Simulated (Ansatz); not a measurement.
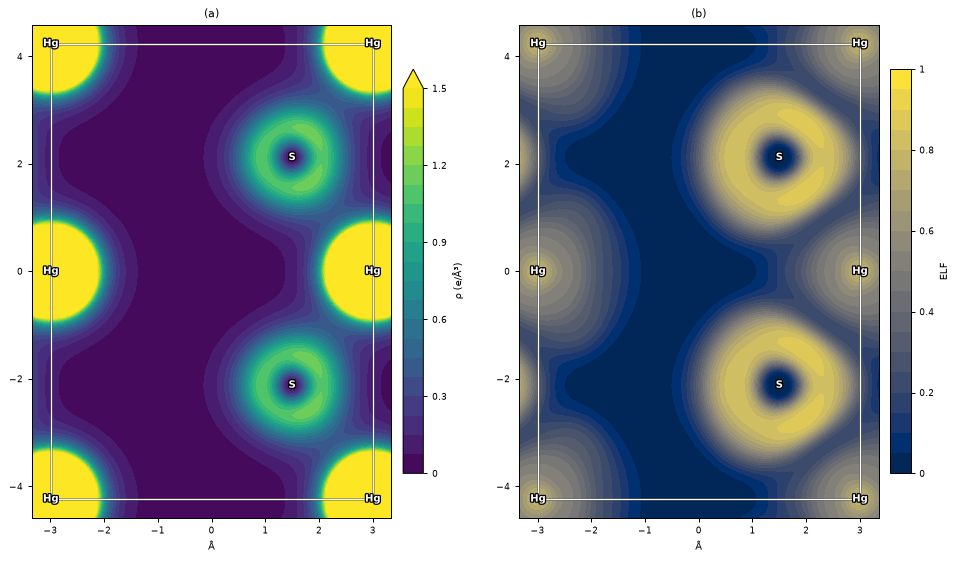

HgS. (a) valence charge density (pseudo); (b) electron localisation function on the (101) plane of the conventional cell.

Space group F-43m.

All numbers below come from DFT PBE, scalar-relativistic, plane waves, PAW (Ansatz).

The density is the valence pseudo-density of a PAW calculation; it isn't the true density close to the nuclei.

What do the fields say about this system?

The plane passes through Hg and S nuclei. Hg–S (2.59 Å): ρ at the midpoint is about 0.42 e/Å³; the ELF peaks at about 0.90 in the valence shell of S, 0.8 Å from its nucleus, and drops to about 0.20 between the two atoms. Between the atoms the lowest density in this plane is 0.008 e/Å³. The features right at Hg lie inside the PAW spheres, where the map follows smoothed inner orbitals and isn't to be read closely.

Metal or insulator at this level of theory?

It is metallic or semimetallic at this level of theory: no gap opens.
